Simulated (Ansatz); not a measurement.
**Geometry relaxation of TiAl (part 2 of 2)**

TiAl (slab, 8 atoms in the cell); DFT PBEsol, scalar-relativistic, plane waves, PAW, no spin polarisation (Ansatz 0.2.0); cutoff 420 eV, 7×7×1 k-mesh, Gaussian smearing of 0.1 eV. The structure derives from an entry of the Crystallography Open Database. The input holds or restrains some coordinates. It belongs to a series of runs on one base structure; here: clean slab, lower half held.

Geometry of the input (Å; fractional positions):
```
3.9530  0.0000  0.0000
0.0000  4.0387  0.0000
0.0000  0.0000  22.9294
Ti 0.5000  0.0000  0.3707
Al 0.0000  0.5000  0.3707
Ti 0.0000  0.0000  0.4569
Al 0.5000  0.5000  0.4569
Ti 0.5000  0.0000  0.5431
Al 0.0000  0.5000  0.5431
Ti 0.0000  0.0000  0.6293
Al 0.5000  0.5000  0.6293
```

```
WARN: The output density's exchange-correlation potential varies sharply where the density is thin. Do not read a vacuum level from v_tot or v_xc, or from such a field of the output density. On a cell that repeats whose density bears no net charge and no dipole along the vacuum's axis use v_es (v_loc + v_h of the components); under efield.dipole_correction with no amplitude use v_es + v_field, which holds any external_charges[].barrier, or the levels of the report's work_function block, which leave it out; under a non-zero efield.amplitude the vacuum is tilted and has no level; on a cell that repeats and bears such a dipole with no correction it is tilted too, and efield.dipole_correction with no amplitude gives each side of its ramp a level where efield: is served; in a cell that repeats whose density bears a net charge (total_charge, or a fill off its count) it is curved and has none; of a slab under crystal.periodic whose density bears no net charge use v_es, which has a level on each side, short of where the two are joined; of another it falls or rises all the way out and has none; of a slab beside external_charges read slab_vacuum_level instead, which it has where they leave it neutral. The grid or the basis barely resolves most such structure, and the values can differ between equally converged runs; as a rule a tighter scf.convergence.dr2_threshold does not remove it. Where the density itself ripples (under the LDA too) a higher basis.ecutwfc lessens it. The files hold the spikes' plane waves up to the density's cutoff. Files: v_tot_of_output_density and the like, and their columns of v_z.tsv (output.write_potential); v_xc_of_output_density and the like, and their columns of v_comp_z.tsv (output.write_potential_components). Measured: with its Gaussian average of σ = 0.25 Å subtracted twice, the exchange-correlation potential is over 0.1 eV at 12 of the grid points where the equally averaged density (valence and model cores) is under 1e-3 e/Å³, and 0.124 eV at the most among them, at an averaged density of 1.4e-8 e/Å³. The input density's (outcome.potential() and, of a run that writes arrays, v_tot and v_xc) is over 0.1 eV, so measured, at 6 points of its own thin density, 0.106 eV at the most. See output.write_potential in the manual, Limitations
SCF converged after 4 iterations
Free energy (F): -11993.398815 eV
Harris-Foulkes:  -11993.398815 eV  (|F-HF|=1.88e-8)
Internal energy: -11993.356482 eV  (E = F + TS)
E sigma→0 (E₀):  -11993.377649 eV
Entropy (-TS):   -0.042333 eV (-5.292 meV/atom)
Fermi energy:    1.296080 eV
Dipole field:    D = -0.001365 V/Å  (p = -0.002762 e·Å, saw-weighted, corrected)
Work function:   Φ+ = 4.1219 eV   Φ− = 4.0907 eV
Levels:          The Fermi level and band energies are counted from a zero that moves with the ramp; work functions are not
--- Per-component energies (eV) ---
  E_band       = -1233.296700
  E_kinetic    = 1178.669637
  E_local      = -38612.627706  (includes V_loc(G=0)·N_el)
  E_nonlocal   = 84.475101
  E_hartree    = 18707.208540
  E_xc         = -541.226065
  E_vxc        = -598.332416  (∫ρ·V_xc dr)
  E_paw        = -5911.555234  (= ΣΔE_a)
  E_vpaw       = -699.892030  (= ΣTr[D̂ρ^β])
  E_aug_tail   = 0.000457  (compensation charges beyond the density's cutoff)
  E_efield     = 0.000002  (sawtooth field / dipole correction)
  E_vefield    = -0.001567  (∫n·V_field dr)
  E_ewald      = 13101.064692
  E_core_change = 0.634093  (= ΣΔE_core)
  E_smearing   = -0.042333  (= −TS)
  E_closure    = 0.000000  (closes the sum)
  Σ components = -11993.398815   (vs F -11993.398815, Δ=0.00e0)
--- Forces (eV/Å), atoms counted from 1 ---
  atom   1  Ti    -0.00000000     0.00000000     0.46319892
  atom   2  Al    -0.00000000    -0.00000000     0.01014948
  atom   3  Ti    -0.00000000     0.00000000    -0.07873808
  atom   4  Al     0.00000000     0.00000000    -0.39245960
  atom   5  Ti    -0.00000000     0.00000000    -0.01810561
  atom   6  Al    -0.00000000     0.00000000    -0.01836031
  atom   7  Ti     0.00000000     0.00000000     0.02500563
  atom   8  Al    -0.00000000    -0.00000000     0.00932638
  max |Σ_I F_I| component: 1.68e-5 eV/Å
--- Band table (eV; the first three rows and the last of 16) ---
  k-point 0: bands = ["-55.4021", "-55.3165", "-54.9663", "-54.8820", "-31.9234", "-31.8378", "-31.7266", "-31.7220", "-31.6610", "-31.6602", "-31.4779", "-31.4010", "-31.3522", "-31.3519", "-31.1262", "-31.1174", "-7.3680", "-5.9746", "-3.9988", "-2.2823", "-0.3640", "-0.2724", "0.2693", "0.4730", "0.5366", "0.5632", "0.6479", "0.8571", "0.8981", "0.9966", "1.0081", "1.2065", "1.7659", "1.8100", "2.4434", "2.5645", "2.5843", "2.9407"]
  k-point 1: bands = ["-55.4020", "-55.3164", "-54.9661", "-54.8819", "-31.9232", "-31.8376", "-31.7292", "-31.7218", "-31.6638", "-31.6600", "-31.4810", "-31.4036", "-31.3520", "-31.3516", "-31.1261", "-31.1172", "-7.1851", "-5.8137", "-3.8624", "-2.1568", "-1.0830", "-0.5391", "-0.0772", "0.2441", "0.2746", "0.5879", "0.7065", "0.7812", "0.9323", "0.9865", "1.4618", "1.5717", "1.8799", "1.9138", "2.3809", "2.5357", "2.5459", "2.8579"]
  k-point 2: bands = ["-55.4018", "-55.3162", "-54.9659", "-54.8817", "-31.9227", "-31.8371", "-31.7351", "-31.7213", "-31.6700", "-31.6595", "-31.4880", "-31.4093", "-31.3515", "-31.3509", "-31.1258", "-31.1167", "-6.6796", "-5.3798", "-3.5044", "-2.3112", "-1.8104", "-1.3027", "-0.5846", "-0.3609", "0.0424", "0.4712", "0.4844", "0.6728", "1.4167", "1.4684", "1.4915", "1.8180", "1.9664", "2.1566", "2.4868", "2.6019", "2.6645", "2.9424"]
  k-point 15: bands = ["-55.3988", "-55.3119", "-54.9509", "-54.9008", "-31.9356", "-31.8589", "-31.7467", "-31.7340", "-31.6890", "-31.6669", "-31.4782", "-31.4353", "-31.3768", "-31.3561", "-31.0933", "-31.0781", "-4.7481", "-3.9070", "-3.6240", "-3.1174", "-1.6711", "-1.1036", "-0.8693", "-0.7334", "-0.3023", "0.1894", "0.7008", "0.7245", "1.1746", "1.2376", "1.3905", "1.4317", "1.9270", "2.0189", "2.5806", "2.6057", "2.7679", "2.7960"]
--- Relaxed structure (4 steps of the walk, 4 accepted, 0 SCFs on fresh bases) ---
  F+E_penalty+E_count = -11993.39881513 eV   max|allowed force component| = 2.501e-2 eV/Å
  atoms:
    - { symbol: Ti, position: [0.5, 0.0, 0.3707026815000001] }
    - { symbol: Al, position: [0.0, 0.5000000000000001, 0.3707026815000001] }
    - { symbol: Ti, position: [0.0, 0.0, 0.4569008938] }
    - { symbol: Al, position: [0.5, 0.5000000000000001, 0.4569008938] }
    - { symbol: Ti, position: [0.5, -4.768640016135813e-34, 0.5424245362628112] }
    - { symbol: Al, position: [1.0912814076644507e-33, 0.5000000000000001, 0.5441720172865896] }
    - { symbol: Ti, position: [4.738909496136174e-33, -1.7167104058088927e-33, 0.6257358351293825] }
    - { symbol: Al, position: [0.5, 0.5000000000000001, 0.6284435753919533] }
```

Trajectory as extended XYZ (Å, eV, eV/Å), 4 frames, from step=1 to step=4:
```
8
Lattice="3.9530 0.0000 0.0000 0.0000 4.0387 0.0000 0.0000 0.0000 22.9294" Properties=species:S:1:pos:R:3:forces:R:3 step=1 energy=-11993.37769
Ti    1.9765    0.0000    8.5000    0.0000   0.0000   0.4362
Al    0.0000    2.0194    8.5000    0.0000   0.0000   0.0122
Ti    0.0000    0.0000   10.4765    0.0000   0.0000  -0.1134
Al    1.9765    2.0194   10.4765    0.0000   0.0000  -0.3587
Ti    1.9765    0.0000   12.4530    0.0000   0.0000   0.1134
Al    0.0000    2.0194   12.4530    0.0000   0.0000   0.3587
Ti    0.0000    0.0000   14.4294    0.0000   0.0000  -0.4361
Al    1.9765    2.0194   14.4294    0.0000   0.0000  -0.0121
8
Lattice="3.9530 0.0000 0.0000 0.0000 4.0387 0.0000 0.0000 0.0000 22.9294" Properties=species:S:1:pos:R:3:forces:R:3 step=2 energy=-11993.38609
Ti    1.9765    0.0000    8.5000    0.0000   0.0000   0.4638
Al    0.0000    2.0194    8.5000    0.0000   0.0000   0.0114
Ti    0.0000    0.0000   10.4765    0.0000   0.0000  -0.0356
Al    1.9765    2.0194   10.4765    0.0000   0.0000  -0.4111
Ti    1.9765    0.0000   12.4379    0.0000   0.0000  -0.2121
Al    0.0000    2.0194   12.4823    0.0000   0.0000  -0.1885
Ti    0.0000    0.0000   14.2932    0.0000   0.0000   0.4293
Al    1.9765    2.0194   14.4145    0.0000   0.0000  -0.0570
8
Lattice="3.9530 0.0000 0.0000 0.0000 4.0387 0.0000 0.0000 0.0000 22.9294" Properties=species:S:1:pos:R:3:forces:R:3 step=3 energy=-11993.39881
Ti    1.9765    0.0000    8.5000    0.0000   0.0000   0.4626
Al    0.0000    2.0194    8.5000    0.0000   0.0000   0.0098
Ti    0.0000    0.0000   10.4765    0.0000   0.0000  -0.0783
Al    1.9765    2.0194   10.4765    0.0000   0.0000  -0.3919
Ti    1.9765    0.0000   12.4375    0.0000   0.0000  -0.0177
Al    0.0000    2.0194   12.4776    0.0000   0.0000  -0.0182
Ti    0.0000    0.0000   14.3478    0.0000   0.0000   0.0245
Al    1.9765    2.0194   14.4099    0.0000   0.0000   0.0100
8
Lattice="3.9530 0.0000 0.0000 0.0000 4.0387 0.0000 0.0000 0.0000 22.9294" Properties=species:S:1:pos:R:3:forces:R:3 step=4 energy=-11993.39882
Ti    1.9765    0.0000    8.5000    0.0000   0.0000   0.4632
Al    0.0000    2.0194    8.5000    0.0000   0.0000   0.0101
Ti    0.0000    0.0000   10.4765    0.0000   0.0000  -0.0787
Al    1.9765    2.0194   10.4765    0.0000   0.0000  -0.3925
Ti    1.9765    0.0000   12.4375    0.0000   0.0000  -0.0181
Al    0.0000    2.0194   12.4776    0.0000   0.0000  -0.0184
Ti    0.0000    0.0000   14.3478    0.0000   0.0000   0.0250
Al    1.9765    2.0194   14.4099    0.0000   0.0000   0.0093
```

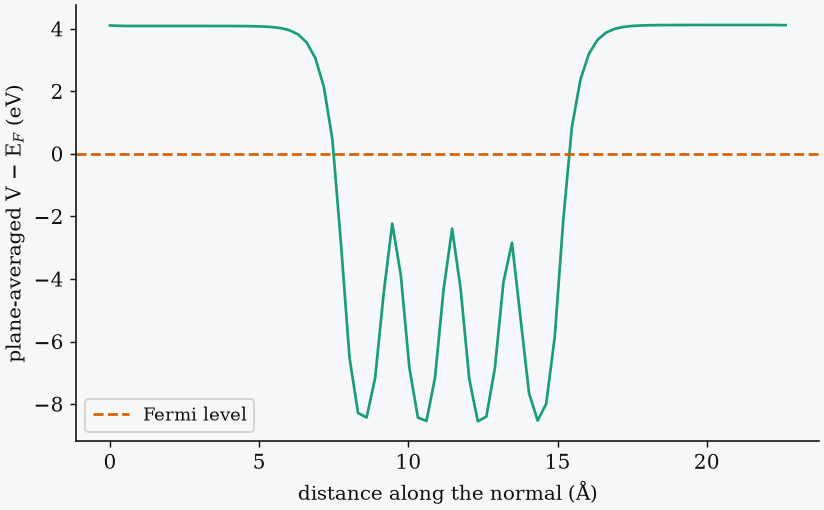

*Plane average of the electrostatic potential energy of an electron across the cell, from the Fermi level.*

The vacuum level lies 4.12 eV above the Fermi level on the upper side and 4.09 eV on the lower.

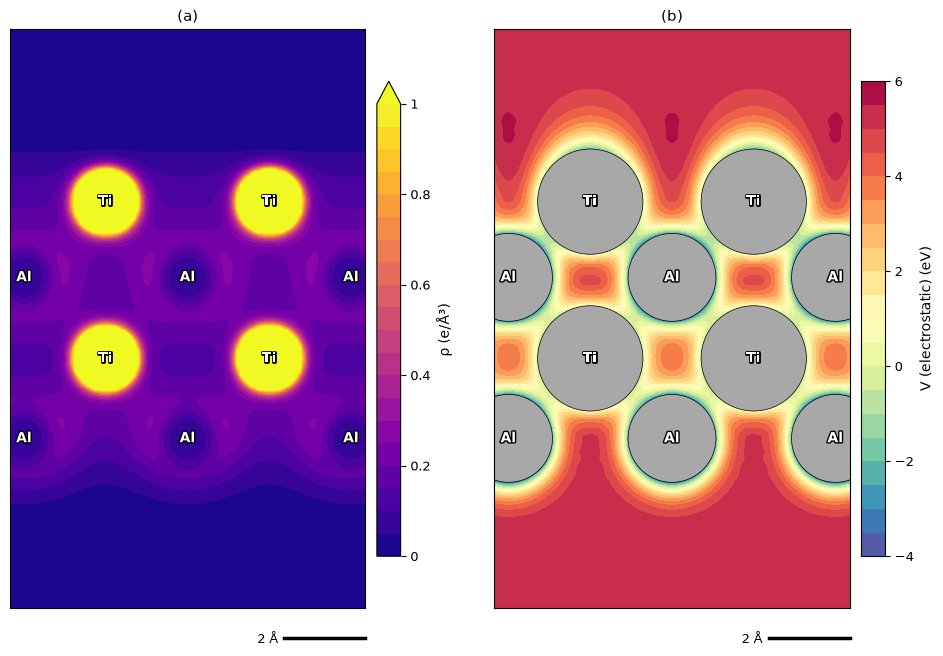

*(a) valence charge density (pseudo); (b) electrostatic potential energy of an electron on the (100) plane of the calculation cell, a cut from vacuum to vacuum. Grey discs, where drawn, cover atomic cores.*

Ti–Al (2.75 Å): ρ is about 0.23 e/Å³ halfway. Ti–Al (2.83 Å): ρ at the midpoint is about 0.21 e/Å³. The density dies away to nearly zero in the vacuum. In a PAW calculation such maps are meaningful between the atoms, not at the nuclei.

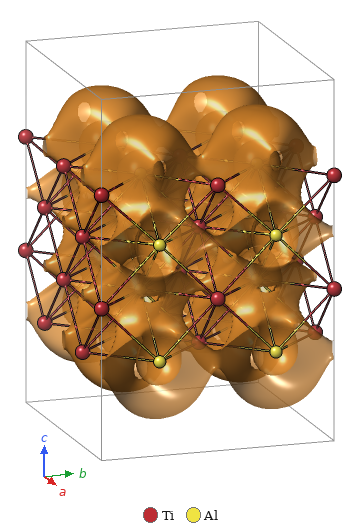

*Isosurface of the electron localisation function at 0.55 (orange), seen slightly off an axis. Core shells and regions of very low density are left out. Sticks mark near contacts.*

Counts are for one cell; the picture repeats the cell along the surface. Profiles from the grid: Ti–Ti (2.75 Å): the ELF is about 0.30 at the midpoint; no localised pair between them. Ti–Al (2.75 Å): the ELF is about 0.35 at the midpoint, which marks metallic bonding.

Summary:

- outcome: converged under the restraints of the input
- electrons treated: 60
- free energy: −11993.3988 eV
- work function, top face: 4.12 eV
- work function, bottom face: 4.09 eV
- Fermi energy: 1.296 eV
- gap on the k-point mesh: none (metallic)
- final volume: 366.07 Å³
- work function (upper face): 4.12 eV
- largest force (length of the vector) at the end, held atoms and coordinates included: 0.463 eV/Å
- wall time: 69 s
- peak memory: 0.61 GiB

The program warns: the exchange-correlation potential is rough where the density is thin.
